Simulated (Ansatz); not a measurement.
# From Tl to Al

System: Tl (Fm-3m, 1 atom in the cell).
Method of run 1: DFT PBEsol, scalar-relativistic, plane waves, PAW, no spin polarisation (Ansatz 0.2.0).
System of run 2: Al (Fm-3m, 1 atom in the cell).

On run 1: The structure was made by swapping elements on the sites of another compound; it need not be a known phase. On run 2: The structure derives from a Materials Project entry. Text and figures count atoms from 1; the logs count them from 0 in places.

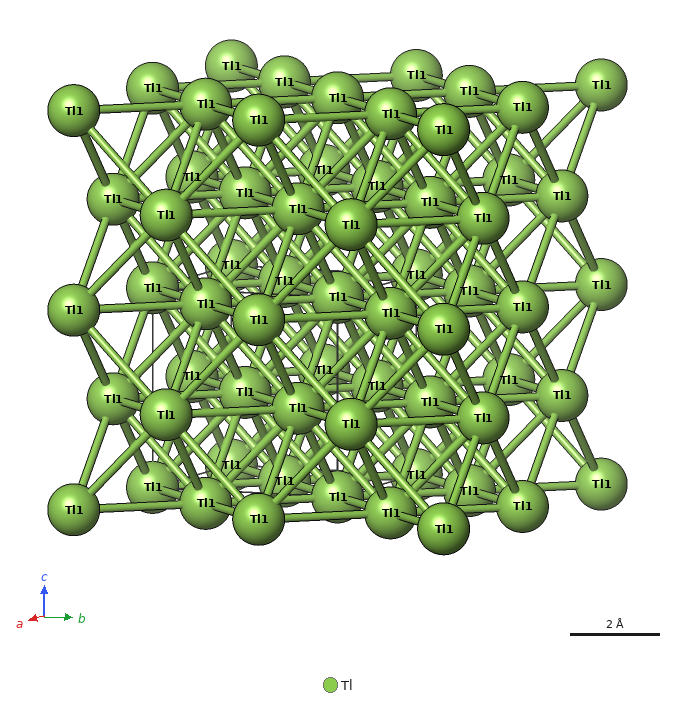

**Figure 1.** The starting structure (ball-and-stick view of the cell 4 times as large as that of the calculation, set on its symmetry axes, repeated 2 × 2 × 2, seen slightly off an axis; atoms are numbered from 1 in the order of the input). An atom can appear more than once, as a periodic image. Near neighbours in the periodic cell (some may lie outside the picture): Tl has 12 Tl at 3.21 Å.

## The input, run 1
```yaml
crystal:
  lattice:
    - [0.0, 2.2676439788, 2.2676439788]
    - [2.2676439788, 0.0, 2.2676439788]
    - [2.2676439788, 2.2676439788, 0.0]
  atoms:
    - { symbol: Tl, position: [0.0, 0.0, 0.0] }
basis:
  ecutwfc: 420
kpoints:
  mp_grid: { grid: [8, 8, 8] }
hamiltonian:
  xc: pbesol
scf:
  occupations: { method: gaussian, width: 0.1 }
output:
  forces: true
  stress: true
  eigenvalues: true
relax:
  adjacent_minimum: "off"
  f_tol: 0.05
  max_steps: 60
  cell: { stress_tol: 0.5 }
```

Launched with:
```bash
ansatz run input.yaml --threads 1 --pin off --max-ram 2560MiB --backend cpu --events-out ev --progress --plain --runs-dir out
```

Hardware: 1 thread of Intel Xeon @ 2.90GHz (Ice Lake), 32 GiB of memory available, shared host.

## Output, shortened to warnings, some set-up lines, iterations and results (run 1)
```
Basis set: ecut = 420 eV, 459 PW (Γ), exchange–correlation on 48×48×48 points (8 copies of the dense FFT grid, shifted against one another)
Symmetry: 48 space group operations
k-points: 29 of 512
Initial density: superposition of atomic densities (neutral atoms: chi_scale 0, normalization atom), corrected by the library's trained network
[...]
SCF iter   1: F=—  HF=-11295.492756 eV  |F-HF|=—  |Δ(HF+E_count)|=         —  Δρ=2.34e-3  dr2=1.17e-3  ethr=1.77e-3  ⟨swp⟩=5.2  Hψ=2022  notcnv=0
SCF iter   2: F=—  HF=-11295.491632 eV  |F-HF|=—  |Δ(HF+E_count)|=   1.12e-3  Δρ=4.15e-4  dr2=3.48e-5  ethr=9.00e-6  ⟨swp⟩=2.2  Hψ=722  notcnv=0
SCF iter   3: F=—  HF=-11295.491622 eV  |F-HF|=—  |Δ(HF+E_count)|=   9.39e-6  Δρ=1.06e-4  dr2=1.26e-6  ethr=2.68e-7  ⟨swp⟩=2.0  Hψ=478  notcnv=0
SCF iter   4: F=—  HF=-11295.491623 eV  |F-HF|=—  |Δ(HF+E_count)|=   9.31e-7  Δρ=4.99e-5  dr2=5.99e-7  ethr=9.72e-9  ⟨swp⟩=2.0  Hψ=493  notcnv=0
SCF iter   5: F=-11295.491623 eV  HF=-11295.491623 eV  |F-HF|=4.59e-8  |Δ(HF+E_count)|=   1.62e-7  Δρ=1.59e-5  dr2=6.36e-8  ethr=4.61e-9  ⟨swp⟩=2.1  Hψ=481  notcnv=0
[... 23 lines ...]
SCF iter   2: F=—  HF=-11295.659097 eV  |F-HF|=—  |Δ(HF+E_count)|=   1.05e-5  Δρ=1.01e-4  dr2=3.65e-7  ethr=1.81e-8  ⟨swp⟩=2.0  Hψ=460  notcnv=0
SCF iter   3: F=—  HF=-11295.659095 eV  |F-HF|=—  |Δ(HF+E_count)|=   2.19e-6  Δρ=3.14e-5  dr2=2.95e-8  ethr=2.81e-9  ⟨swp⟩=2.0  Hψ=348  notcnv=0
SCF iter   4: F=-11295.659095 eV  HF=-11295.659095 eV  |F-HF|=7.62e-10  |Δ(HF+E_count)|=   1.66e-7  Δρ=2.53e-6  dr2=4.92e-10  ethr=7.69e-12  ⟨swp⟩=3.0  Hψ=1190  notcnv=0
SCF 5 converged in 4 iterations: F = -11295.659095 eV  dr2 = 4.92e-10
relax step   5: F+E_penalty+E_count = -11295.65909515 eV  Δ(F+E_penalty+E_count) = -1.050e-3 eV  max|allowed force component| = 0.000e0 eV/Å  Δτ_max = 0.0000 Å  P = -0.061 …
basis re-selected at this cell: Δ(F+E_penalty+E_count) = -1.050e-3 eV, ΔP = -0.023 GPa vs the last step (what re-selecting the basis moved, of the pressure what is left beyond the Pulay correction that the steps carried, after the strain that the cell walked since its last selection, with what the …
SCF converged after 4 iterations
Free energy (F): -11295.659095 eV
Harris-Foulkes:  -11295.659095 eV  (|F-HF|=7.62e-10)
Internal energy: -11295.651820 eV  (E = F + TS)
E sigma→0 (E₀):  -11295.655458 eV
Entropy (-TS):   -0.007275 eV (-7.275 meV/atom)
Fermi energy:    10.348298 eV
--- Per-component energies (eV) ---
  E_band       = 6.624219
  E_kinetic    = 333.659866
  E_local      = -873.642265  (includes V_loc(G=0)·N_el)
  E_nonlocal   = 319.118471
  E_hartree    = 321.709204
  E_xc         = -228.890260
  E_vxc        = -142.353726  (∫ρ·V_xc dr)
  E_paw        = -10017.434394  (= ΣΔE_a)
  E_vpaw       = -273.576425  (= ΣTr[D̂ρ^β])
  E_aug_tail   = 0.000034  (compensation charges beyond the density's cutoff)
  E_ewald      = -1150.210742
  E_core_change = 0.038265  (= ΣΔE_core)
  E_smearing   = -0.007275  (= −TS)
  E_closure    = 0.000000  (closes the sum)
  Σ components = -11295.659095   (vs F -11295.659095, Δ=0.00e0)
--- Forces (eV/Å), atoms counted from 1 ---
  atom   1  Tl    -0.00000000    -0.00000000    -0.00000000
  max |Σ_I F_I| component: 1.64e-31 eV/Å
--- Stress (GPa, compression-positive) ---
       -0.060788      -0.000000       0.000000
        0.000000      -0.060788       0.000000
        0.000000       0.000000      -0.060788
  P = ⅓ Tr σ = -0.0608 GPa (-0.608 kbar)
--- Relaxed structure (4 steps of the walk, 4 accepted, 1 SCFs on fresh bases) ---
  F+E_penalty+E_count = -11295.65909515 eV   max|allowed force component| = 0.000e0 eV/Å   (the final SCF, on the basis selected at the relaxed cell)
  cell:  # Å, volume = 28.5241 Å³
    - [4.6113116868289396e-33, 2.4250872563234873, 2.4250872563234873]
    - [2.4250872563234873, 2.6750703202117535e-33, 2.4250872563234873]
    - [2.4250872563234873, 2.4250872563234873, 2.4457785757898835e-33]
  atoms:
    - { symbol: Tl, position: [0.0, 0.0, 0.0] }
```

For run 2 the input was changed thus:
```diff
-    - [0.0, 2.2676439788, 2.2676439788]
-    - [2.2676439788, 0.0, 2.2676439788]
-    - [2.2676439788, 2.2676439788, 0.0]
+    - [0.0, 2.0194648466, 2.0194648466]
+    - [2.0194648466, 0.0, 2.0194648466]
+    - [2.0194648466, 2.0194648466, 0.0]
-    - { symbol: Tl, position: [0.0, 0.0, 0.0] }
+    - { symbol: Al, position: [0.0, 0.0, 0.0] }
-  mp_grid: { grid: [8, 8, 8] }
+  mp_grid: { grid: [18, 18, 18] }
-  f_tol: 0.05
-  max_steps: 60
-  cell: { stress_tol: 0.5 }
+  f_tol: 0.005
+  max_steps: 80
+  cell: { stress_tol: 0.05 }
```

How does run 2 compare with run 1?

The total energies belong to different systems, so their difference says nothing on which is more stable or more accurate. The volume per atom goes from 28.52 to 16.19 Å³. The SCF takes 15 iterations over all geometry steps against 23. The irreducible k-points go from 29 to 195. On the same kind of shared host run 2 took about 1.8 times as long.

## Output, shortened to warnings, some set-up lines, iterations and results (run 2)
```
Basis set: ecut = 420 eV, 331 PW (Γ), exchange–correlation on 40×40×40 points (8 copies of the dense FFT grid, shifted against one another)
Symmetry: 48 space group operations
k-points: 195 of 5832
Initial density: superposition of atomic densities (neutral atoms: chi_scale 0, normalization atom), corrected by the library's trained network
[...]
SCF iter   1: F=—  HF=-524.545517 eV  |F-HF|=—  |Δ(HF+E_count)|=         —  Δρ=6.63e-4  dr2=2.82e-5  ethr=1.77e-3  ⟨swp⟩=4.7  Hψ=10053  notcnv=0
SCF iter   2: F=—  HF=-524.545543 eV  |F-HF|=—  |Δ(HF+E_count)|=   2.54e-5  Δρ=3.36e-4  dr2=7.14e-6  ethr=9.41e-7  ⟨swp⟩=2.0  Hψ=2957  notcnv=0
SCF iter   3: F=-524.545549 eV  HF=-524.545549 eV  |F-HF|=2.04e-8  |Δ(HF+E_count)|=   5.90e-6  Δρ=1.77e-5  dr2=5.71e-8  ethr=2.38e-7  ⟨swp⟩=1.0  Hψ=1077  notcnv=0
SCF iter   4: F=-524.545549 eV  HF=-524.545549 eV  |F-HF|=2.73e-9  |Δ(HF+E_count)|=   1.66e-8  Δρ=6.72e-6  dr2=8.02e-9  ethr=1.90e-9  ⟨swp⟩=1.1  Hψ=1092  notcnv=0
SCF iter   5: F=-524.545549 eV  HF=-524.545549 eV  |F-HF|=1.64e-11  |Δ(HF+E_count)|=   2.50e-9  Δρ=4.78e-7  dr2=4.20e-11  ethr=2.67e-10  ⟨swp⟩=1.0  Hψ=1077  notcnv=0
[... 13 lines ...]
SCF iter   1: F=—  HF=-524.546797 eV  |F-HF|=—  |Δ(HF+E_count)|=         —  Δρ=1.30e-5  dr2=2.54e-9  ethr=2.77e-9  ⟨swp⟩=3.3  Hψ=13731  notcnv=0
SCF iter   2: F=—  HF=-524.546812 eV  |F-HF|=—  |Δ(HF+E_count)|=   1.49e-5  Δρ=6.54e-6  dr2=6.33e-10  ethr=8.45e-11  ⟨swp⟩=2.0  Hψ=1462  notcnv=0
SCF iter   3: F=-524.546812 eV  HF=-524.546812 eV  |F-HF|=1.48e-12  |Δ(HF+E_count)|=   1.85e-9  Δρ=2.19e-7  dr2=5.24e-12  ethr=1.00e-12  ⟨swp⟩=3.4  Hψ=4643  notcnv=0
SCF 4 converged in 3 iterations: F = -524.546812 eV  dr2 = 5.24e-12
relax step   4: F+E_penalty+E_count = -524.54681173 eV  Δ(F+E_penalty+E_count) = +1.058e-4 eV  max|allowed force component| = 0.000e0 eV/Å  Δτ_max = 0.0000 Å  P = -0.017 GPa  …
basis re-selected at this cell: Δ(F+E_penalty+E_count) = +1.058e-4 eV, ΔP = -0.012 GPa vs the last step (what re-selecting the basis moved, of the pressure what is left beyond the Pulay correction that the steps carried, after the strain that the cell walked since its last selection, with what the …
SCF converged after 3 iterations
Free energy (F): -524.546812 eV
Harris-Foulkes:  -524.546812 eV  (|F-HF|=1.48e-12)
Internal energy: -524.543826 eV  (E = F + TS)
E sigma→0 (E₀):  -524.545319 eV
Entropy (-TS):   -0.002986 eV (-2.986 meV/atom)
Fermi energy:    8.075459 eV
--- Per-component energies (eV) ---
  E_band       = 10.841885
  E_kinetic    = 23.122909
  E_local      = 10.061511  (includes V_loc(G=0)·N_el)
  E_nonlocal   = 10.394155
  E_hartree    = 0.107148
  E_xc         = -39.522834
  E_vxc        = -29.312170  (∫ρ·V_xc dr)
  E_paw        = -454.737631  (= ΣΔE_a)
  E_vpaw       = -3.638814  (= ΣTr[D̂ρ^β])
  E_aug_tail   = -0.000003  (compensation charges beyond the density's cutoff)
  E_ewald      = -73.988219
  E_core_change = 0.019139  (= ΣΔE_core)
  E_smearing   = -0.002986  (= −TS)
  E_closure    = 0.000000  (closes the sum)
  Σ components = -524.546812   (vs F -524.546812, Δ=0.00e0)
--- Forces (eV/Å), atoms counted from 1 ---
  atom   1  Al    -0.00000000    -0.00000000    -0.00000000
  max |Σ_I F_I| component: 7.19e-33 eV/Å
--- Stress (GPa, compression-positive) ---
       -0.016828       0.000000       0.000000
        0.000000      -0.016828       0.000000
        0.000000       0.000000      -0.016828
  P = ⅓ Tr σ = -0.0168 GPa (-0.168 kbar)
--- Relaxed structure (3 steps of the walk, 3 accepted, 1 SCFs on fresh bases) ---
  F+E_penalty+E_count = -524.54681173 eV   max|allowed force component| = 0.000e0 eV/Å   (the final SCF, on the basis selected at the relaxed cell)
  cell:  # Å, volume = 16.1854 Å³
    - [4.0762976263164716e-34, 2.007696300110763, 2.007696300110763]
    - [2.007696300110763, 1.0445512667435958e-33, 2.007696300110763]
    - [2.007696300110763, 2.007696300110763, 2.5476860164477963e-35]
  atoms:
    - { symbol: Al, position: [0.0, 0.0, 0.0] }
```

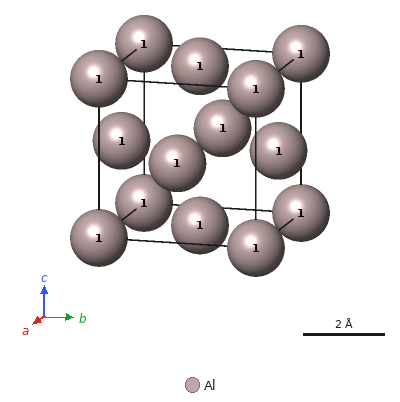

**Figure 2.** The input structure of run 2 (spheres-only view of the cell 4 times as large as that of the calculation, set on its symmetry axes, seen slightly off an axis; atoms are numbered from 1 in the order of the input). An atom can appear more than once, as a periodic image.

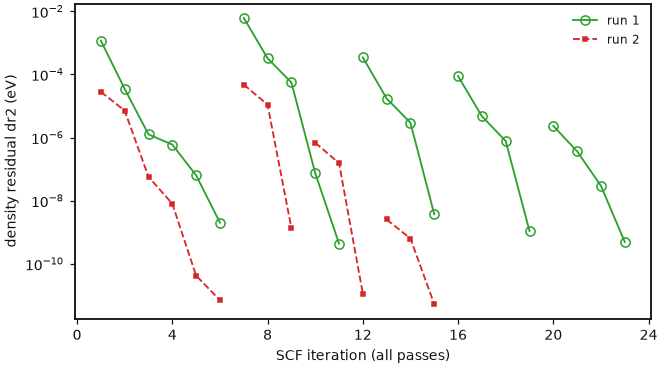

**Figure 3.** Convergence of the two runs: density residual dr2 against the SCF iteration. A break in a curve parts two SCF passes. Run 1 takes 23 iterations in all, and run 2 takes 15.

## The two runs side by side

```tsv
quantity	run 1	run 2
outcome	converged	converged
free energy per atom (eV)	−11295.6591	−524.5468
energy per atom, smearing taken to zero (eV)	−11295.6555	−524.5453
gap on the mesh (eV)	0.00	0.00
pressure (GPa)	−0.06	−0.02
volume per atom (Å³)	28.52	16.19
largest force (eV/Å)	0.000	0.000
SCF iterations	23	15
irreducible k-points	29	195
wall time (shared host)	2.6 s	4.7 s
```

For run 1: Spin–orbit coupling is left out, which matters for Tl.
